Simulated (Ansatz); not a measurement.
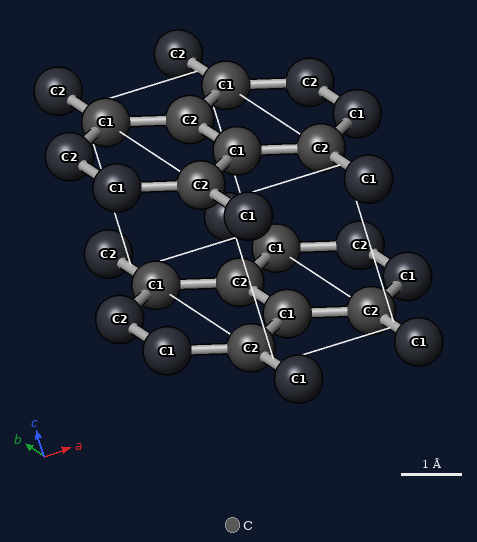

**Figure 1.** The structure (ball-and-stick view of the cell 2 times as large as that of the calculation, set on its symmetry axes, seen at an oblique angle; neighbours outside the cell are drawn fainter; atoms are numbered from 1 in the order of the input). An atom can appear more than once, as a periodic image. Near neighbours in the periodic cell (some may lie outside the picture): C has 3 C at 1.41 Å.

# What a change does: single-point calculation on C

System: C (2 atoms in the cell).
Method of the first run: DFT LDA, scalar-relativistic, plane waves, PAW, no spin polarisation (Ansatz 0.2.0).

The structure derives from an entry of the Crystallography Open Database. Text and figures count atoms from 1; the logs count them from 0 in places.

Input, the first run:
```yaml
crystal:
  lattice:
    - [-0.1007924773, 2.1166507492, 3.3597492418]
    - [1.1219921904, 0.0, 3.3230657018]
    - [1.2227846677, 2.1166507492, -0.03668354]
  atoms:
    - { symbol: C, position: [0.1667065656, 0.8332934344, 0.1667065656] }
    - { symbol: C, position: [0.8332934344, 0.1667065656, 0.8332934344] }
basis:
  ecutwfc: 420
kpoints:
  mp_grid: { grid: [16, 16, 16] }
hamiltonian:
  xc: lda
scf:
  occupations: { method: gaussian, width: 0.03 }
output:
  forces: true
  stress: true
  eigenvalues: true
```

Launched with:
```bash
ansatz run input.yaml --threads 1 --pin off --max-ram 2560MiB --backend cpu --events-out ev --progress --plain --runs-dir out
```

Hardware: 1 thread of Arm Neoverse V2, 128 GiB of memory available, shared host.

Output, shortened to warnings, some set-up lines, iterations and results (the first run):
```
Basis set: ecut = 420 eV, 321 PW (Γ)
Symmetry: 4 space group operations
k-points: 1098 of 4096
Initial density: superposition of atomic densities (neutral atoms: chi_scale 0, normalization atom), corrected by the library's trained network
[...]
SCF iter   1: F=—  HF=-485.962330 eV  |F-HF|=—  |Δ(HF+E_count)|=         —  Δρ=5.84e-3  dr2=1.98e-3  ethr=1.77e-3  ⟨swp⟩=4.4  Hψ=57044  notcnv=0
SCF iter   2: F=—  HF=-485.962306 eV  |F-HF|=—  |Δ(HF+E_count)|=   2.44e-5  Δρ=2.82e-3  dr2=4.66e-4  ethr=2.47e-5  ⟨swp⟩=1.7  Hψ=18909  notcnv=0
SCF iter   3: F=—  HF=-485.962228 eV  |F-HF|=—  |Δ(HF+E_count)|=   7.82e-5  Δρ=1.88e-4  dr2=7.53e-6  ethr=5.83e-6  ⟨swp⟩=1.0  Hψ=8784  notcnv=0
SCF iter   4: F=—  HF=-485.962225 eV  |F-HF|=—  |Δ(HF+E_count)|=   2.82e-6  Δρ=7.61e-5  dr2=1.38e-6  ethr=9.42e-8  ⟨swp⟩=2.1  Hψ=12452  notcnv=0
SCF iter   5: F=-485.962224 eV  HF=-485.962224 eV  |F-HF|=9.56e-9  |Δ(HF+E_count)|=   6.19e-7  Δρ=1.08e-5  dr2=1.55e-8  ethr=1.73e-8  ⟨swp⟩=2.3  Hψ=12958  notcnv=0
SCF iter   6: F=-485.962224 eV  HF=-485.962224 eV  |F-HF|=8.67e-10  |Δ(HF+E_count)|=   5.81e-9  Δρ=3.28e-6  dr2=1.31e-9  ethr=1.94e-10  ⟨swp⟩=2.2  Hψ=29191  notcnv=0
SCF 1 converged in 6 iterations: F = -485.962224 eV  dr2 = 1.31e-9
SCF converged after 6 iterations
Free energy (F): -485.962224 eV
Harris-Foulkes:  -485.962224 eV  (|F-HF|=8.67e-10)
Internal energy: -485.962224 eV  (E = F + TS)
E sigma→0 (E₀):  -485.962224 eV
Entropy (-TS):   -0.000000 eV (-0.000 meV/atom)
Fermi energy:    6.797178 eV
--- Per-component energies (eV) ---
  E_band       = -18.026640
  E_kinetic    = 183.050107
  E_local      = -310.552090  (includes V_loc(G=0)·N_el)
  E_nonlocal   = 57.140415
  E_hartree    = 93.193557
  E_xc         = -95.342645
  E_vxc        = -118.550187  (∫ρ·V_xc dr)
  E_paw        = -183.923615  (= ΣΔE_a)
  E_vpaw       = -15.501486  (= ΣTr[D̂ρ^β])
  E_aug_tail   = 0.000020  (compensation charges beyond the density's cutoff)
  E_ewald      = -229.653636
  E_core_change = 0.125665  (= ΣΔE_core)
  E_smearing   = -0.000000  (= −TS)
  E_closure    = -0.000000  (closes the sum)
  Σ components = -485.962224   (vs F -485.962224, Δ=0.00e0)
--- Forces (eV/Å), atoms counted from 1 ---
  atom   1  C      0.00000000    -0.01767537     0.00000000
  atom   2  C     -0.00000000     0.01767537    -0.00000000
  max |Σ_I F_I| component: 0.00e0 eV/Å
--- Stress (GPa, compression-positive) ---
       -0.410591      -0.000000       0.514791
       -0.000000      -0.283803      -0.000000
        0.514791      -0.000000       0.323475
  P = ⅓ Tr σ = -0.1236 GPa (-1.236 kbar)
```

For the second run the input was changed thus:
```diff
-    - [-0.1007924773, 2.1166507492, 3.3597492418]
-    - [1.1219921904, 0.0, 3.3230657018]
-    - [1.2227846677, 2.1166507492, -0.03668354]
+    - [-0.0503962386, 2.1166507492, 3.3597492418]
+    - [1.1723884291, 0.0, 3.3414074718]
+    - [1.2227846677, 2.1166507492, -0.01834177]
```

How does the second run compare with the first run?

With the same functional and potentials, the second run lies 0.6 meV per atom lower. The number of SCF iterations is the same. The plane waves at Γ go from 321 to 327.

Output, shortened to warnings, some set-up lines, iterations and results (the second run):
```
Basis set: ecut = 420 eV, 327 PW (Γ)
Symmetry: 4 space group operations
k-points: 1098 of 4096
Initial density: superposition of atomic densities (neutral atoms: chi_scale 0, normalization atom), corrected by the library's trained network
[...]
SCF iter   1: F=—  HF=-485.963579 eV  |F-HF|=—  |Δ(HF+E_count)|=         —  Δρ=5.84e-3  dr2=1.98e-3  ethr=1.77e-3  ⟨swp⟩=4.4  Hψ=57062  notcnv=0
SCF iter   2: F=—  HF=-485.963557 eV  |F-HF|=—  |Δ(HF+E_count)|=   2.22e-5  Δρ=2.82e-3  dr2=4.68e-4  ethr=2.48e-5  ⟨swp⟩=1.7  Hψ=18932  notcnv=0
SCF iter   3: F=—  HF=-485.963479 eV  |F-HF|=—  |Δ(HF+E_count)|=   7.81e-5  Δρ=1.87e-4  dr2=7.40e-6  ethr=5.85e-6  ⟨swp⟩=1.0  Hψ=8784  notcnv=0
SCF iter   4: F=—  HF=-485.963476 eV  |F-HF|=—  |Δ(HF+E_count)|=   2.93e-6  Δρ=7.52e-5  dr2=1.34e-6  ethr=9.25e-8  ⟨swp⟩=2.2  Hψ=12502  notcnv=0
SCF iter   5: F=-485.963475 eV  HF=-485.963475 eV  |F-HF|=8.75e-9  |Δ(HF+E_count)|=   5.99e-7  Δρ=1.04e-5  dr2=1.44e-8  ethr=1.68e-8  ⟨swp⟩=2.3  Hψ=12942  notcnv=0
SCF iter   6: F=-485.963475 eV  HF=-485.963475 eV  |F-HF|=8.05e-10  |Δ(HF+E_count)|=   5.35e-9  Δρ=3.18e-6  dr2=1.22e-9  ethr=1.79e-10  ⟨swp⟩=2.2  Hψ=29185  notcnv=0
SCF 1 converged in 6 iterations: F = -485.963475 eV  dr2 = 1.22e-9
SCF converged after 6 iterations
Free energy (F): -485.963475 eV
Harris-Foulkes:  -485.963475 eV  (|F-HF|=8.05e-10)
Internal energy: -485.963475 eV  (E = F + TS)
E sigma→0 (E₀):  -485.963475 eV
Fermi energy:    6.770106 eV
--- Per-component energies (eV) ---
  E_band       = -18.111781
  E_kinetic    = 183.072027
  E_local      = -311.150773  (includes V_loc(G=0)·N_el)
  E_nonlocal   = 57.147679
  E_hartree    = 93.440891
  E_xc         = -95.348110
  E_vxc        = -118.557215  (∫ρ·V_xc dr)
  E_paw        = -183.926492  (= ΣΔE_a)
  E_vpaw       = -15.504789  (= ΣTr[D̂ρ^β])
  E_aug_tail   = 0.000019  (compensation charges beyond the density's cutoff)
  E_ewald      = -229.324383
  E_core_change = 0.125665  (= ΣΔE_core)
  E_smearing   = -0.000000  (= −TS)
  E_closure    = 0.000000  (closes the sum)
  Σ components = -485.963475   (vs F -485.963475, Δ=0.00e0)
--- Forces (eV/Å), atoms counted from 1 ---
  atom   1  C      0.00000000    -0.02259840     0.00000000
  atom   2  C     -0.00000000     0.02259840    -0.00000000
  max |Σ_I F_I| component: 0.00e0 eV/Å
--- Stress (GPa, compression-positive) ---
       -0.015857      -0.000000       0.253831
       -0.000000      -0.208634      -0.000000
        0.253831      -0.000000       0.186624
  P = ⅓ Tr σ = -0.0126 GPa (-0.126 kbar)
```

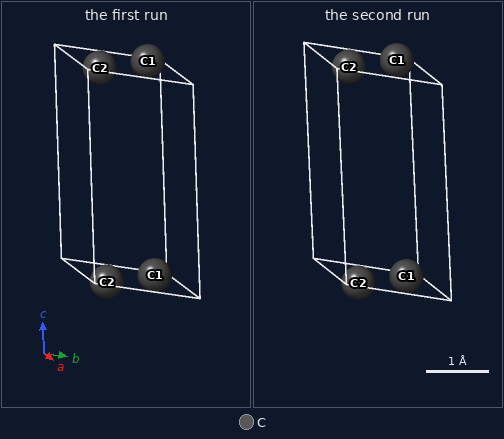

**Figure 2.** The two input geometries at one scale (ball-and-stick view of the reduced cell, seen slightly off an axis). The atoms keep their places relative to the cell (all moves are under 0.005 Å). Cell: a = b stay at 2.445 Å, c 3.507 → 3.541 Å (+1.0 %), α 98.4° → 99.1°, β 98.4° → 99.1°. Volume +0.1 %.

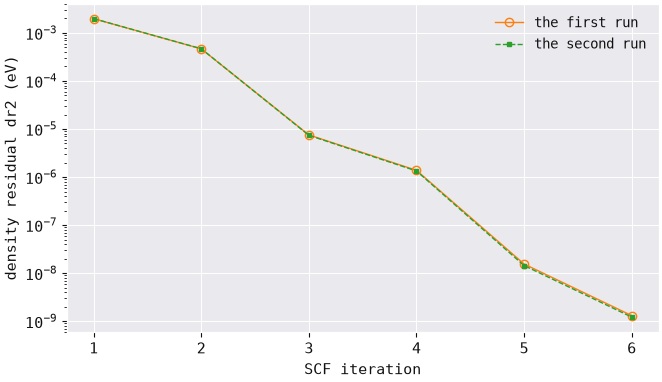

**Figure 3.** Convergence of the two runs: density residual dr2 against the SCF iteration. The first run takes 6 iterations in all, and the second run takes 6.

The two runs side by side:

| quantity | the first run | the second run |
| --- | --- | --- |
| outcome | converged | converged |
| free energy per atom (eV) | −242.9811 | −242.9817 |
| gap on the mesh (eV) | 0.17 | 0.20 |
| pressure (GPa) | −0.12 | −0.01 |
| volume per atom (Å³) | 8.69 | 8.69 |
| largest force (eV/Å) | 0.018 | 0.023 |
| SCF iterations | 6 | 6 |
| irreducible k-points | 1098 | 1098 |
| plane waves at Γ | 321 | 327 |
| wall time (shared host) | 8.4 s | 8.5 s |
